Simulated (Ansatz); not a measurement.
## Geometry relaxation, with input and output: C$_{10}$F (part 3 of 3)

The same run, continued: C$_{10}$F (slab, 11 atoms in the cell); DFT PBEsol, scalar-relativistic, plane waves, PAW, spin-polarised (Ansatz 0.2.0); cutoff 420 eV, 12×12×1 k-mesh, Gaussian smearing of 0.05 eV, collinear spins. The structure derives from an entry of the Crystallography Open Database. The input holds or restrains some coordinates. Forces given for the steps count only the free coordinates. It belongs to a series of runs on one base structure; here: F put at a top C site.

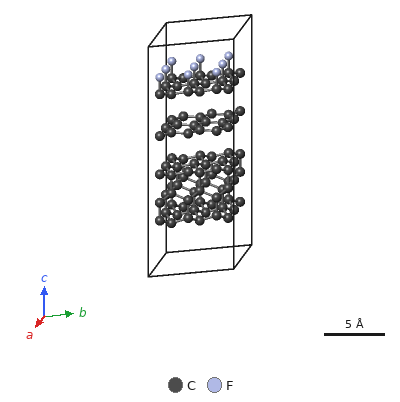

Fig. 1: The geometry at step 4 of the log (ball-and-stick view of the 3 × 3 repeat of the cell, with the vacuum cut short, seen slightly off an axis).

## Output, continued
```
--- Forces (eV/Å), atoms counted from 1 ---
  atom   1  C     -0.00000000    -0.00000000     3.39942832
  atom   2  C     -0.00000000     0.00000000    -4.21657753
  atom   3  C      0.00000000    -0.00000000     1.05136711
  atom   4  C      0.00000000     0.00000000    -2.25841915
  atom   5  C     -0.00000000     0.00000000     2.02930654
  atom   6  C      0.00000000     0.00000000     0.00106655
  atom   7  C      0.00000000    -0.00000000    -0.00171753
  atom   8  C      0.00000000     0.00000000    -0.00212662
  atom   9  C     -0.00000000     0.00000000     0.00011889
  atom  10  C      0.00000000    -0.00000000     0.00357183
  atom  11  F     -0.00000000     0.00000000    -0.00563937
  max |Σ_I F_I| component: 3.79e-4 eV/Å
--- Band table (eV; the first three rows and the last of 38) ---
  k-point 0 ↑: bands = ["-23.1849", "-20.1970", "-18.1952", "-17.5485", "-16.5167", "-15.6721", "-10.0768", "-7.0397", "-5.9073", "-5.3728", "-1.8256", "-1.8256", "-1.6269", "-1.6269", "-1.4075", "-1.4075", "-0.4782", "-0.3121", "-0.3121", "-0.0749", "0.6543", "0.6543", "0.9606", "0.9606", "2.8908", "6.6557", "7.1260", "7.1260", "7.6098", "8.2695", "8.8011", "9.1319", "9.1319", "9.5018", "9.5665"]
  k-point 1 ↑: bands = ["-23.1069", "-20.0243", "-18.0263", "-17.3883", "-16.3832", "-15.5121", "-9.9218", "-6.9233", "-5.7452", "-5.2290", "-2.5296", "-2.4773", "-2.0513", "-2.0489", "-1.9787", "-1.7347", "-1.1307", "-0.6463", "-0.2397", "-0.0786", "0.2864", "0.3864", "0.5157", "0.6352", "2.8977", "6.8282", "7.1441", "7.6301", "7.8233", "8.4915", "9.1203", "9.1908", "9.5652", "9.6856", "9.6981"]
  k-point 2 ↑: bands = ["-22.8876", "-19.5082", "-17.5217", "-16.9097", "-15.9837", "-15.0333", "-9.4717", "-6.6005", "-5.3057", "-4.8381", "-4.4082", "-4.0442", "-3.6581", "-2.9933", "-2.7872", "-2.6364", "-2.5018", "-1.5565", "-1.4217", "-0.7299", "-0.1199", "0.2309", "0.2569", "0.4062", "2.7418", "6.8658", "7.5012", "8.2887", "8.8018", "8.8324", "9.1932", "9.4690", "9.6412", "9.8154", "10.3380"]
  k-point 18 ↓: bands = ["-21.5347", "-13.3265", "-13.0067", "-11.3708", "-10.8197", "-10.7952", "-10.7684", "-10.5170", "-10.3587", "-9.7415", "-8.9336", "-8.8101", "-8.7015", "-8.3899", "-8.0000", "-6.2411", "-4.4198", "-4.2715", "-4.2646", "-2.4921", "-2.1201", "0.2618", "1.5030", "1.7607", "2.8843", "3.0437", "6.3975", "8.5218", "10.2174", "10.2719", "10.8444", "11.2873", "12.9238", "13.6484", "14.0812"]
--- Relaxed structure (7 steps of the walk, 7 accepted, 0 SCFs on fresh bases) ---
  F+E_penalty+E_count = -3259.92410184 eV   max|allowed force component| = 5.639e-3 eV/Å
  atoms:
    - { symbol: C, position: [0.33333333333333337, 0.6666666666666667, 0.30526909420000004] }
    - { symbol: C, position: [0.6666666666666667, 0.3333333333333333, 0.3240382868000001] }
    - { symbol: C, position: [0.6666666666666667, 0.3333333333333333, 0.37998524340000006] }
    - { symbol: C, position: [0.33333333333333337, 0.6666666666666667, 0.39875443600000005] }
    - { symbol: C, position: [0.33333333333333337, 0.6666666666666667, 0.4547013927000001] }
    - { symbol: C, position: [0.6666666666666667, 0.3333333333333333, 0.46874123279971214] }
    - { symbol: C, position: [0.6666666666666667, 0.3333333333333333, 0.5876302082034314] }
    - { symbol: C, position: [0.33333333333333337, 0.6666666666666667, 0.5878447861949334] }
    - { symbol: C, position: [0.33333333333333337, 0.6666666666666667, 0.7065508663148853] }
    - { symbol: C, position: [0.6666666666666667, 0.3333333333333333, 0.7180471982087278] }
    - { symbol: F, position: [0.6666666666666667, 0.3333333333333333, 0.7702618230706251] }
--- Löwdin populations: 11 sites ---
  site symbol       q [e]    m [muB]
     0      C      3.9506     0.8203
     1      C      4.0043    -0.0689
     2      C      3.9858     0.0910
     3      C      3.9794    -0.1143
     4      C      3.9918     0.0776
     5      C      3.9592    -0.7829
     6      C      3.9529     0.0245
     7      C      3.9572    -0.0185
     8      C      3.9572     0.4044
     9      C      3.7222    -0.0346
    10      F      7.2177     0.1032
  spilling = 0.006846 (of n_electrons = 47.000000)
```

## Trajectory as extended XYZ (Å, eV, eV/Å), 7 frames, from step=1 to step=7
```
11
Lattice="2.4988 0.0000 0.0000 -1.2494 2.1640 0.0000 0.0000 0.0000 27.8443" Properties=species:S:1:pos:R:3:forces:R:3 step=1 energy=-3258.08225
C     0.0000    1.4427    8.5000    0.0000   0.0000   3.3819
C     1.2494    0.7213    9.0226    0.0000   0.0000  -4.2124
C     1.2494    0.7213   10.5804    0.0000   0.0000   0.9737
C     0.0000    1.4427   11.1030    0.0000   0.0000  -2.5328
C     0.0000    1.4427   12.6608    0.0000   0.0000   1.5052
C     1.2494    0.7213   13.0178    0.0000   0.0000   0.8160
C     1.2494    0.7213   16.0481    0.0000   0.0000   0.0636
C     0.0000    1.4427   16.0568    0.0000   0.0000   0.0136
C     0.0000    1.4427   19.9377    0.0000   0.0000  -8.2567
C     1.2494    0.7213   19.9378    0.0000   0.0000  -1.6528
F     1.2494    0.7213   21.2778    0.0000   0.0000   9.9008
11
Lattice="2.4988 0.0000 0.0000 -1.2494 2.1640 0.0000 0.0000 0.0000 27.8443" Properties=species:S:1:pos:R:3:forces:R:3 step=2 energy=-3259.55888
C     0.0000    1.4427    8.5000    0.0000   0.0000   3.3989
C     1.2494    0.7213    9.0226    0.0000   0.0000  -4.2176
C     1.2494    0.7213   10.5804    0.0000   0.0000   1.0348
C     0.0000    1.4427   11.1030    0.0000   0.0000  -2.3219
C     0.0000    1.4427   12.6608    0.0000   0.0000   1.8970
C     1.2494    0.7213   13.0438    0.0000   0.0000   0.1966
C     1.2494    0.7213   16.2430    0.0000   0.0000   0.0322
C     0.0000    1.4427   16.2496    0.0000   0.0000  -0.0201
C     0.0000    1.4427   19.7916    0.0000   0.0000  -3.7210
C     1.2494    0.7213   19.9444    0.0000   0.0000   0.3939
F     1.2494    0.7213   21.3698    0.0000   0.0000   3.3310
11
Lattice="2.4988 0.0000 0.0000 -1.2494 2.1640 0.0000 0.0000 0.0000 27.8443" Properties=species:S:1:pos:R:3:forces:R:3 step=3 energy=-3259.91226
C     0.0000    1.4427    8.5000    0.0000   0.0000   3.3966
C     1.2494    0.7213    9.0226    0.0000   0.0000  -4.2156
C     1.2494    0.7213   10.5804    0.0000   0.0000   1.0599
C     0.0000    1.4427   11.1030    0.0000   0.0000  -2.2338
C     0.0000    1.4427   12.6608    0.0000   0.0000   2.0491
C     1.2494    0.7213   13.0548    0.0000   0.0000  -0.0818
C     1.2494    0.7213   16.2017    0.0000   0.0000  -0.0582
C     0.0000    1.4427   16.2032    0.0000   0.0000   0.0909
C     0.0000    1.4427   19.7043    0.0000   0.0000   0.2601
C     1.2494    0.7213   20.0255    0.0000   0.0000   0.1172
F     1.2494    0.7213   21.4957    0.0000   0.0000  -0.3823
11
Lattice="2.4988 0.0000 0.0000 -1.2494 2.1640 0.0000 0.0000 0.0000 27.8443" Properties=species:S:1:pos:R:3:forces:R:3 step=4 energy=-3259.92298
C     0.0000    1.4427    8.5000    0.0000   0.0000   3.3995
C     1.2494    0.7213    9.0226    0.0000   0.0000  -4.2167
C     1.2494    0.7213   10.5804    0.0000   0.0000   1.0502
C     0.0000    1.4427   11.1030    0.0000   0.0000  -2.2625
C     0.0000    1.4427   12.6608    0.0000   0.0000   2.0228
C     1.2494    0.7213   13.0512    0.0000   0.0000   0.0139
C     1.2494    0.7213   16.3693    0.0000   0.0000   0.0642
C     0.0000    1.4427   16.3791    0.0000   0.0000  -0.0688
C     0.0000    1.4427   19.6941    0.0000   0.0000  -0.0653
C     1.2494    0.7213   20.0050    0.0000   0.0000   0.1815
F     1.2494    0.7213   21.4687    0.0000   0.0000  -0.1190
11
Lattice="2.4988 0.0000 0.0000 -1.2494 2.1640 0.0000 0.0000 0.0000 27.8443" Properties=species:S:1:pos:R:3:forces:R:3 step=5 energy=-3259.92359
C     0.0000    1.4427    8.5000    0.0000   0.0000   3.3994
C     1.2494    0.7213    9.0226    0.0000   0.0000  -4.2165
C     1.2494    0.7213   10.5804    0.0000   0.0000   1.0512
C     0.0000    1.4427   11.1030    0.0000   0.0000  -2.2588
C     0.0000    1.4427   12.6608    0.0000   0.0000   2.0285
C     1.2494    0.7213   13.0517    0.0000   0.0000   0.0019
C     1.2494    0.7213   16.3644    0.0000   0.0000  -0.0313
C     0.0000    1.4427   16.3684    0.0000   0.0000   0.0283
C     0.0000    1.4427   19.6829    0.0000   0.0000  -0.0462
C     1.2494    0.7213   19.9965    0.0000   0.0000   0.1306
F     1.2494    0.7213   21.4572    0.0000   0.0000  -0.0847
11
Lattice="2.4988 0.0000 0.0000 -1.2494 2.1640 0.0000 0.0000 0.0000 27.8443" Properties=species:S:1:pos:R:3:forces:R:3 step=6 energy=-3259.92410
C     0.0000    1.4427    8.5000    0.0000   0.0000   3.3995
C     1.2494    0.7213    9.0226    0.0000   0.0000  -4.2166
C     1.2494    0.7213   10.5804    0.0000   0.0000   1.0514
C     0.0000    1.4427   11.1030    0.0000   0.0000  -2.2584
C     0.0000    1.4427   12.6608    0.0000   0.0000   2.0293
C     1.2494    0.7213   13.0518    0.0000   0.0000   0.0011
C     1.2494    0.7213   16.3621    0.0000   0.0000  -0.0017
C     0.0000    1.4427   16.3681    0.0000   0.0000  -0.0021
C     0.0000    1.4427   19.6734    0.0000   0.0000   0.0002
C     1.2494    0.7213   19.9935    0.0000   0.0000   0.0036
F     1.2494    0.7213   21.4474    0.0000   0.0000  -0.0055
11
Lattice="2.4988 0.0000 0.0000 -1.2494 2.1640 0.0000 0.0000 0.0000 27.8443" Properties=species:S:1:pos:R:3:forces:R:3 step=7 energy=-3259.92410
C     0.0000    1.4427    8.5000    0.0000   0.0000   3.3994
C     1.2494    0.7213    9.0226    0.0000   0.0000  -4.2166
C     1.2494    0.7213   10.5804    0.0000   0.0000   1.0514
C     0.0000    1.4427   11.1030    0.0000   0.0000  -2.2584
C     0.0000    1.4427   12.6608    0.0000   0.0000   2.0293
C     1.2494    0.7213   13.0518    0.0000   0.0000   0.0011
C     1.2494    0.7213   16.3621    0.0000   0.0000  -0.0017
C     0.0000    1.4427   16.3681    0.0000   0.0000  -0.0021
C     0.0000    1.4427   19.6734    0.0000   0.0000   0.0001
C     1.2494    0.7213   19.9935    0.0000   0.0000   0.0036
F     1.2494    0.7213   21.4474    0.0000   0.0000  -0.0056
```

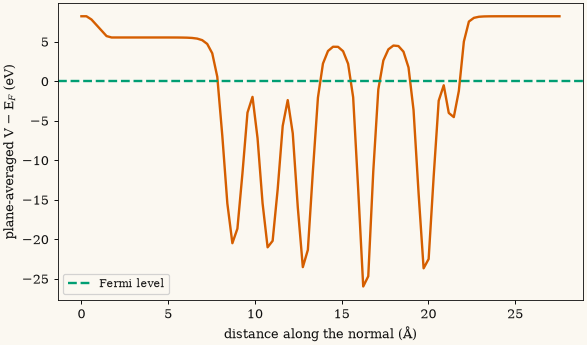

Fig. 2: Plane average of the electrostatic potential energy of an electron across the cell, from the Fermi level. The vacuum level lies 8.24 eV above the Fermi level on the upper side and 5.55 eV on the lower.

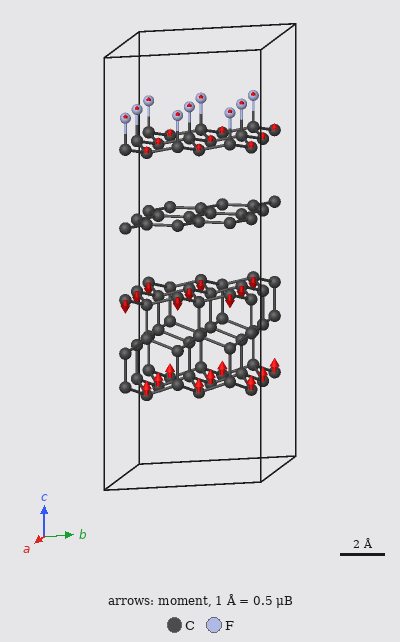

Fig. 3: Magnetic moments of the sites as red arrows (ball-and-stick view of the 3 × 3 repeat of the cell, with the vacuum cut short, seen slightly off an axis); small moments hardly show. The run is collinear, so the axis drawn is arbitrary. Site moments: C1 (0.34 μB); C6 (−0.32 μB); C9 (0.16 μB); F11 (0.08 μB); C4 (−0.06 μB). They are counted near the atoms and needn't add up to the moment of the cell. Atoms are counted from 1 in the order of the input.

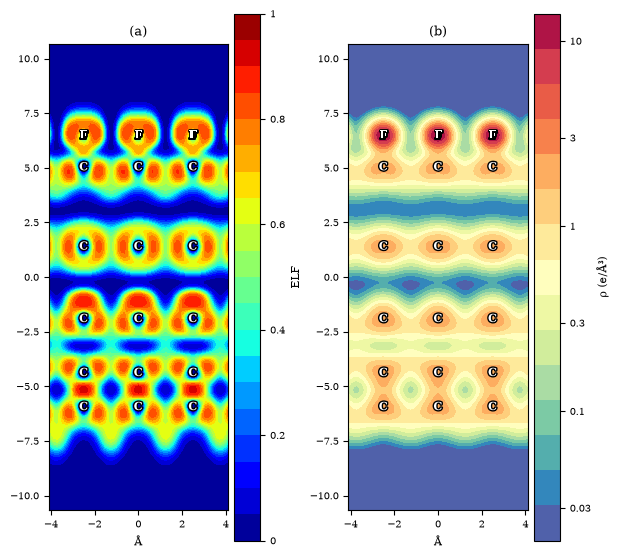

Fig. 4: (a) electron localisation function; (b) valence charge density (pseudo) on the (010) plane of the calculation cell, a cut from vacuum to vacuum. Atoms in the plane: C and F. C–F (1.45 Å): ρ is about 1.7 e/Å³ halfway; the ELF peaks at about 0.75 between the atoms (a polar covalent bond). The density dies away to nearly zero in the vacuum. In a PAW calculation such maps are meaningful between the atoms, not at the nuclei.

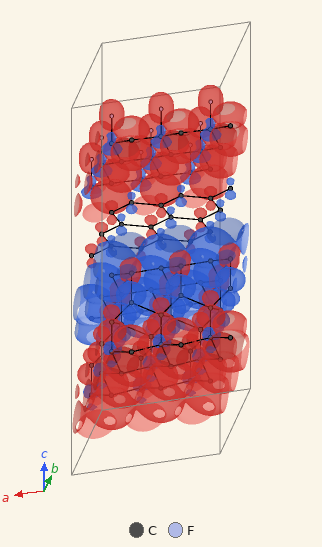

Fig. 5: Isosurfaces of the spin density at +0.015 (red) and −0.015 e/Å³ (blue), seen at an oblique angle. Sticks mark near contacts. The cell of the calculation (11 atoms) carries 0.5 μB net.

The run was set up as follows.

## The input
```yaml
crystal:
  lattice:
    - [2.4988149563, 0.0, 0.0]
    - [-1.2494074781, 2.1640372315, 0.0]
    - [0.0, 0.0, 27.8442861088]
  atoms:
    - { symbol: C, position: [0.3333333333, 0.6666666667, 0.3052690942] }
    - { symbol: C, position: [0.6666666667, 0.3333333333, 0.3240382868] }
    - { symbol: C, position: [0.6666666667, 0.3333333333, 0.3799852434] }
    - { symbol: C, position: [0.3333333333, 0.6666666667, 0.398754436] }
    - { symbol: C, position: [0.3333333333, 0.6666666667, 0.4547013927] }
    - { symbol: C, position: [0.6666666667, 0.3333333333, 0.4675208682] }
    - { symbol: C, position: [0.6666666667, 0.3333333333, 0.5763523093] }
    - { symbol: C, position: [0.3333333333, 0.6666666667, 0.5766645208] }
    - { symbol: C, position: [0.3333333333, 0.6666666667, 0.716043567] }
    - { symbol: C, position: [0.6666666667, 0.3333333333, 0.7160454443] }
    - { symbol: F, position: [0.6666666667, 0.3333333333, 0.7641702191], spin: 1.0 }
basis:
  ecutwfc: 420
kpoints:
  mp_grid: { grid: [12, 12, 1] }
hamiltonian:
  xc: pbesol
scf:
  occupations: { method: gaussian, width: 0.05 }
output:
  forces: true
  eigenvalues: true
  populations: true
  write_density: true
  write_potential: true
  elf: true
  volumetric_format: npy
magnetization:
  spin_polarized: true
relax:
  adjacent_minimum: "off"
  f_tol: 0.03
  max_steps: 70
  constraints: [{ sites: [0, 1, 2, 3, 4] }]
efield:
  axis: 3
  dipole_correction: true
  ramp_width: 0.04
```

Command:
```bash
ansatz run input.yaml --threads 2 --pin off --max-ram 5120MiB --backend cpu --events-out ev --progress --plain --runs-dir out
```

## Key numbers

- outcome: converged under the restraints of the input
- electrons treated: 47
- free energy: −3259.9241 eV
- work function, top face: 8.24 eV
- work function, bottom face: 5.55 eV
- Fermi energy: 1.492 eV
- gap on the k-point mesh: none (metallic)
- net moment of the cell: 0.50 μB
- integrated absolute moment: 2.27 μB
- final volume: 150.57 Å³
- work function (upper face): 8.24 eV
- largest force (length of the vector) at the end, held atoms and coordinates included: 4.217 eV/Å
- hardware: 2 threads of Intel Xeon (Granite Rapids), 192 GiB of memory available, shared host
- wall time: 96 s (CPU time 3.1 min)
- peak memory: 0.73 GiB

## Notes

The electronic state found may not be the lowest one. Notes on the run: the exchange-correlation potential is rough where the density is thin.
